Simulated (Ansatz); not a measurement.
# Run report: NbN, single-point calculation (part 1 of 3)

NbN (Fm-3m, 4 atoms in the cell), computed with DFT PBE+U, spin-orbit coupling, plane waves, PAW, Ueff = 1 eV on Nb atom 1 d; Ueff = 1 eV on Nb atom 3 d (Ansatz 0.2.0).

The structure derives from an entry of the Crystallography Open Database. It belongs to a series of runs on one base structure; here: random orbitals: harmonics, high filling. Figures and captions count atoms from 1; the log counts them from 0 in places.

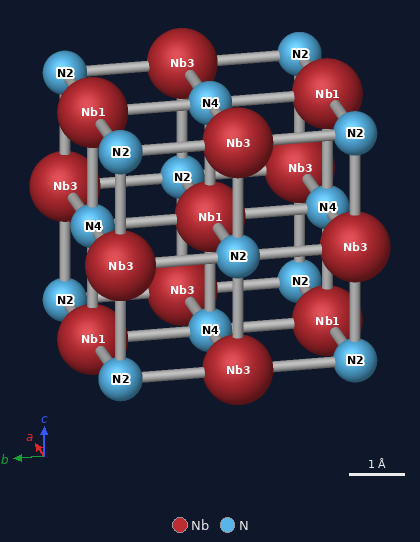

Figure 1. The structure (ball-and-stick view of the cell 2 times as large as that of the calculation, set on its symmetry axes, seen at an oblique angle; atoms are numbered from 1 in the order of the input).

Input
```yaml
crystal:
  lattice:
    - [0.0, 2.19450073, 2.19450073]
    - [4.38900146, 2.19450073, 2.19450073]
    - [4.38900146, 4.38900146, 0.0]
  atoms:
    - { symbol: Nb, position: [0.5, 0.5, 0.0], spin: 2.0, spin_axis: [0.0, 0.0, 1.0] }
    - { symbol: "N", position: [0.0, 0.0, 0.0] }
    - { symbol: Nb, position: [0.5, 0.5, 0.5], spin: 2.0, spin_axis: [0.0, 0.0, -1.0] }
    - { symbol: "N", position: [0.0, 0.0, 0.5] }
basis:
  ecutwfc: 420
  ecutrho_ratio: 4
kpoints:
  mp_grid: { grid: [7, 7, 7] }
hamiltonian:
  xc: pbe
  hubbard:
    sites:
      - { site: 0, l: d, u_eff: 1.0, starting_ns: [{ occupation_matrix: s0 }] }
      - { site: 2, l: d, u_eff: 1.0, starting_ns: [{ occupation_matrix: s2 }] }
    occupation_matrices:
      s0:
        spinor_matrix:
          - [[0.02, 0.0], [0.0, 0.0], [0.0, 0.0], [0.0, 0.0], [0.0, 0.0], [0.0, 0.0], [0.0, 0.0], [0.0, 0.0], [0.0, 0.0], [0.0, 0.0]]
          - [[0.0, 0.0], [0.02, 0.0], [0.0, 0.0], [0.0, 0.0], [0.0, 0.0], [0.0, 0.0], [0.0, 0.0], [0.0, 0.0], [0.0, 0.0], [0.0, 0.0]]
          - [[0.0, 0.0], [0.0, 0.0], [0.97, 0.0], [0.0, 0.0], [0.0, 0.0], [0.0, 0.0], [0.0, 0.0], [0.0, 0.0], [0.0, 0.0], [0.0, 0.0]]
          - [[0.0, 0.0], [0.0, 0.0], [0.0, 0.0], [0.02, 0.0], [0.0, 0.0], [0.0, 0.0], [0.0, 0.0], [0.0, 0.0], [0.0, 0.0], [0.0, 0.0]]
          - [[0.0, 0.0], [0.0, 0.0], [0.0, 0.0], [0.0, 0.0], [0.97, 0.0], [0.0, 0.0], [0.0, 0.0], [0.0, 0.0], [0.0, 0.0], [0.0, 0.0]]
          - [[0.0, 0.0], [0.0, 0.0], [0.0, 0.0], [0.0, 0.0], [0.0, 0.0], [0.02, 0.0], [0.0, 0.0], [0.0, 0.0], [0.0, 0.0], [0.0, 0.0]]
          - [[0.0, 0.0], [0.0, 0.0], [0.0, 0.0], [0.0, 0.0], [0.0, 0.0], [0.0, 0.0], [0.02, 0.0], [0.0, 0.0], [0.0, 0.0], [0.0, 0.0]]
          - [[0.0, 0.0], [0.0, 0.0], [0.0, 0.0], [0.0, 0.0], [0.0, 0.0], [0.0, 0.0], [0.0, 0.0], [0.02, 0.0], [0.0, 0.0], [0.0, 0.0]]
          - [[0.0, 0.0], [0.0, 0.0], [0.0, 0.0], [0.0, 0.0], [0.0, 0.0], [0.0, 0.0], [0.0, 0.0], [0.0, 0.0], [0.02, 0.0], [0.0, 0.0]]
          - [[0.0, 0.0], [0.0, 0.0], [0.0, 0.0], [0.0, 0.0], [0.0, 0.0], [0.0, 0.0], [0.0, 0.0], [0.0, 0.0], [0.0, 0.0], [0.02, 0.0]]
      s2:
        spinor_matrix:
          - [[0.02, 0.0], [0.0, 0.0], [0.0, 0.0], [0.0, 0.0], [0.0, 0.0], [0.0, 0.0], [0.0, 0.0], [0.0, 0.0], [0.0, 0.0], [0.0, 0.0]]
          - [[0.0, 0.0], [0.02, 0.0], [0.0, 0.0], [0.0, 0.0], [0.0, 0.0], [0.0, 0.0], [0.0, 0.0], [0.0, 0.0], [0.0, 0.0], [0.0, 0.0]]
          - [[0.0, 0.0], [0.0, 0.0], [0.02, 0.0], [0.0, 0.0], [0.0, 0.0], [0.0, 0.0], [0.0, 0.0], [0.0, 0.0], [0.0, 0.0], [0.0, 0.0]]
          - [[0.0, 0.0], [0.0, 0.0], [0.0, 0.0], [0.02, 0.0], [0.0, 0.0], [0.0, 0.0], [0.0, 0.0], [0.0, 0.0], [0.0, 0.0], [0.0, 0.0]]
          - [[0.0, 0.0], [0.0, 0.0], [0.0, 0.0], [0.0, 0.0], [0.02, 0.0], [0.0, 0.0], [0.0, 0.0], [0.0, 0.0], [0.0, 0.0], [0.0, 0.0]]
          - [[0.0, 0.0], [0.0, 0.0], [0.0, 0.0], [0.0, 0.0], [0.0, 0.0], [0.02, 0.0], [0.0, 0.0], [0.0, 0.0], [0.0, 0.0], [0.0, 0.0]]
          - [[0.0, 0.0], [0.0, 0.0], [0.0, 0.0], [0.0, 0.0], [0.0, 0.0], [0.0, 0.0], [0.02, 0.0], [0.0, 0.0], [0.0, 0.0], [0.0, 0.0]]
          - [[0.0, 0.0], [0.0, 0.0], [0.0, 0.0], [0.0, 0.0], [0.0, 0.0], [0.0, 0.0], [0.0, 0.0], [0.97, 0.0], [0.0, 0.0], [0.0, 0.0]]
          - [[0.0, 0.0], [0.0, 0.0], [0.0, 0.0], [0.0, 0.0], [0.0, 0.0], [0.0, 0.0], [0.0, 0.0], [0.0, 0.0], [0.02, 0.0], [0.0, 0.0]]
          - [[0.0, 0.0], [0.0, 0.0], [0.0, 0.0], [0.0, 0.0], [0.0, 0.0], [0.0, 0.0], [0.0, 0.0], [0.0, 0.0], [0.0, 0.0], [0.97, 0.0]]
    ns_hold: until_converged
scf:
  occupations: { method: gaussian, width: 0.05 }
  lower_state_search: "off"
  max_iter: 150
output:
  forces: true
  stress: true
  eigenvalues: true
  populations: true
  hubbard: { sites: [{ site: 0, l: d }, { site: 2, l: d }] }
  write_density: true
  write_potential: true
  elf: true
  volumetric_format: npy
magnetization:
  noncollinear: true
  spin_orbit: true
```

Hardware: 4 threads of Arm Neoverse V1, 24 GiB of memory available, shared host.

Launched with:
```bash
ansatz run input.yaml --threads 4 --pin off --max-ram 6144MiB --backend cpu --events-out ev --progress --plain --runs-dir out
```

Log
```
Warning: output.stress: scf.convergence.dr2_threshold = 1e-7 eV (the SCF's general default) is looser than the 4e-10 eV advised for a printed stress (1e-10 eV for each atom of the cell: 4). What an SCF threshold leaves in a stress goes as its square root, and in the free energy as the threshold itself, and one threshold admits the most on a small cell: of the crystals measured, under no hybrid functional and no lock of the moments, on runs that ended without the residual-converged pass, on stresses that held no estimate of that error, the worst erred by over 100 MPa in a component at 1e-7 eV an atom and by under 5 at 1e-10. Set scf.convergence.dr2_threshold to 4e-10 eV or tighter. The threshold is an SCF's pass mark: one that does not reach it within its budget of iterations ends unconverged, or closes short of it on a stop that the run arms, and scf.convergence.dr2_threshold's page says what that costs each kind of run
basis.fft_grid_basis auto: the FFT boxes are laid along the combinations [[1, 0, 0], [-1, 1, 0], [0, -1, 1]] of the cell's own vectors, 3.103, 4.389 and 3.103 Å long. The dense box has 24×30×24 points. Along the cell's own vectors, as sized, it would have 24×36×45, 2.25 times as many. basis.fft_grid_basis: typed keeps the cell's own vectors: state it where this run's energies or levels are differenced outside the engine with another run's, or held beside a run that keeps those vectors. Those combinations have planes normal to reciprocal vector 3, as the cell's own vectors have. Each planar average written beside output.write_density, output.write_potential has a row for each plane of the box: 24. The volumetric files lie along those combinations, not along the cell's own vectors: a cube or XSF file states them, and fields.json those of NumPy files.
Nb: projections on atomic orbitals take those of the free atom [Ar 3d10] 4s2 4p6 4d4 5s1, of charge +0.00 (hamiltonian.pseudopotentials.projection_atoms); the dataset's partial waves leave at most 2.8e-8 of an orbital's norm unspanned inside its sphere
N: projections on atomic orbitals take those of the free atom [He] 2s2 2p3, of charge +0.00 (hamiltonian.pseudopotentials.projection_atoms); the dataset's partial waves leave at most 3.0e-12 of an orbital's norm unspanned inside its sphere
Engine: ansatz 0.2.0, aarch64-unknown-linux-gnu
Pseudopotentials: kind: paw_fr
Pseudopotential: Nb, paw_fr, valence charge 13, recommended cutoff 420 eV (normal), Nb.paw.azcp#standard-fr
Pseudopotential: N, paw_fr, valence charge 5, recommended cutoff 420 eV (normal), N.paw.azcp#standard-fr
Functional definition: PBE
  parameter kappa = 0.804
  parameter beta = 0.06672455060314922
  exchange = pbe_x(kappa = kappa, mu = beta*pi^2/3)
  correlation = pbe_c(beta = beta)
Crystal: 4 atoms, lattice volume = 42.273 Å³
Basis set: ecut = 420 eV, 823 PW (Γ), FFT grids on a1, −a1+a2, −a2+a3, exchange–correlation on 48×60×48 points (8 copies of the dense FFT grid, shifted against one another)
Bands: 44, of which v1, the nominal top of the filled ones, is band 36 counted from 1 (35 counted from 0)
Symmetry: 8 space group operations + 8 with time reversal
Magnetic group: BNS 64.480 (UNI 578), of the structure as read, at distance tolerance 3.5e-5 Å
k-points: 64 of 343
Projection manifold: j_resolved (fully-relativistic pseudo-atomic orbitals)
Non-local potential: Nb, projectors of the file, l = 0: 3, l = 1: 4, l = 2: 4, l = 3: 2
Non-local potential: N, projectors of the file, l = 0: 2, l = 1: 4, l = 2: 2
PAW form: soft (Blöchl's): semilocal exchange-correlation on the pseudo side does not see the compensation charge
PAW one-centre angular grid: Nb, 590 points (default); XC on 64 Gauss nodes
PAW one-centre angular grid: N, 110 points (default); XC on 64 Gauss nodes
Initial density: superposition of atomic densities (chi_scale 0.1, normalization cell, long waves kept (reshape's long-wave potential 0.00 eV rms))
Starting moments: Σ|m| = 4 μB on 2 of 4 sites
Initial wavefunctions: pseudopotential atomic-orbital guess
Functional: x = pbe(κ = 0.804, μ = 0.2195149727645171), c = pbe(β = 0.06672455060314922)
```
